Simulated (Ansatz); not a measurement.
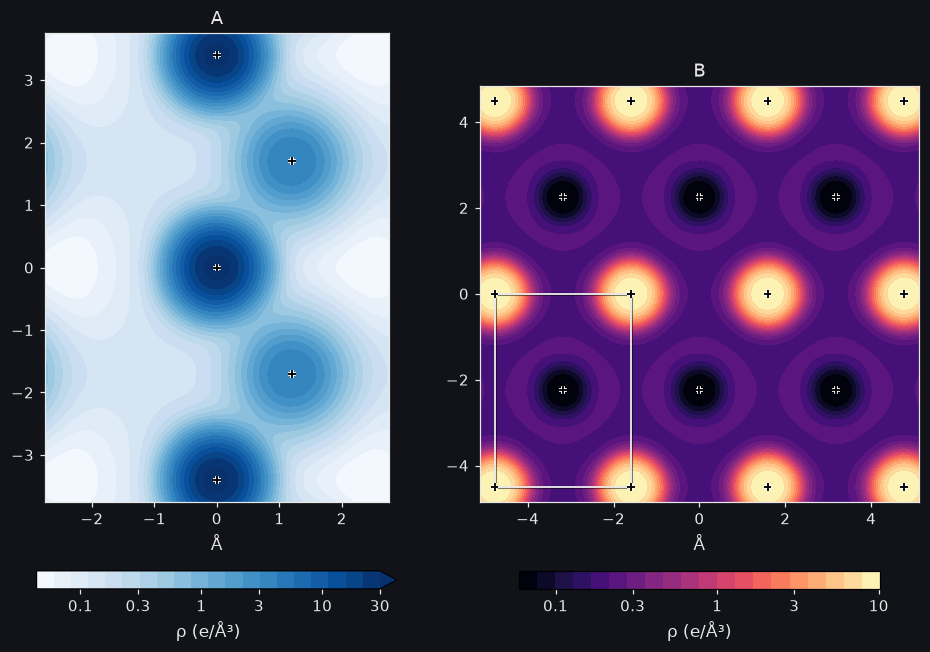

The valence electron density of 2 systems, each on a plane through atoms (crosses mark nuclei in the plane).

Level of theory: Kohn-Sham DFT of a periodic cell, PBE0, Ansatz PAW in Ansatz.

System 1: TiAl, the (011̄) plane of the conventional cell. Space group Pm-3m; a structure from a database of computed crystals, not necessarily the ambient phase.

```
CELL_PARAMETERS angstrom
3.17906 0.00000 0.00000
0.00000 3.17906 0.00000
0.00000 0.00000 3.17906
ATOMIC_POSITIONS crystal
Ti 0.00000 0.00000 0.00000
Al 0.50000 0.50000 0.50000
```

System 2: HfN, the (011) plane of the conventional cell. Space group F-43m; a structure from a database of computed crystals, not necessarily the ambient phase; computed pressure about 12 GPa in this cell.

> Which map belongs to which system?

Panel A is system 2, HfN: the plane holds Hf and N. Hf–N (2.08 Å): ρ at the midpoint is about 0.82 e/Å³. Panel B is system 1, TiAl: the plane holds Ti and Al. Ti–Al (2.75 Å): ρ at the midpoint is about 0.2 e/Å³.
